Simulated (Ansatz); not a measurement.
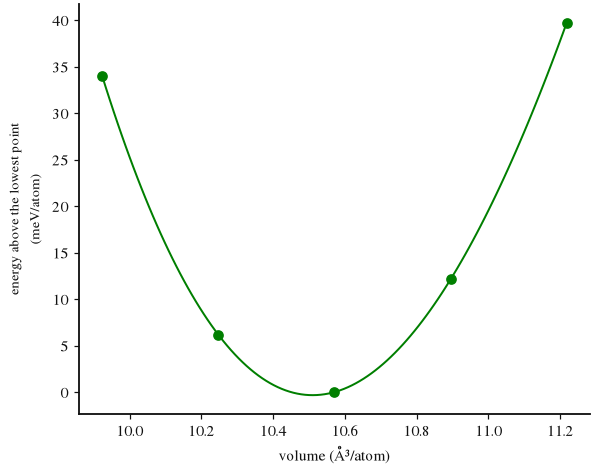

The picture above shows the energy above the lowest point against volume for Mn, space group Im-3m (No. 229) (one of a set of cubic test structures, which need not be the stable phase).

Calculation (Ansatz 0.2.0 development build): equation of state of a cubic crystal from periodic Kohn-Sham density functional theory without spin, third-order Birch-Murnaghan fit to the free energies; pressure corrected for the finite basis. Level: r2SCAN.

- structure type: bcc
- atoms in cell: 1
- space group number: 229
- lattice centring: body-centred primitive
- k mesh: 17×17×17
- occupation method: Fermi–Dirac
- occupation width: 0.1 eV
- wave cutoff: 720 eV
- datasets: hand-made PAW
- density tolerance: 1e−09 eV
- bands: 12
- density cutoff ratio: 4
- search for lower states: default
- xc grid level: 2

**How stiff is the solid, and where is its volume at rest?**

A third-order Birch–Murnaghan fit gives V0 = 10.51 Å³/atom, B0 = 303 GPa and B′ = 4.5.

Keep in mind: cubic model structure, not the ambient form; modest k-mesh, values are not fully converged in k; no spin polarisation, a magnetic state may lie lower.
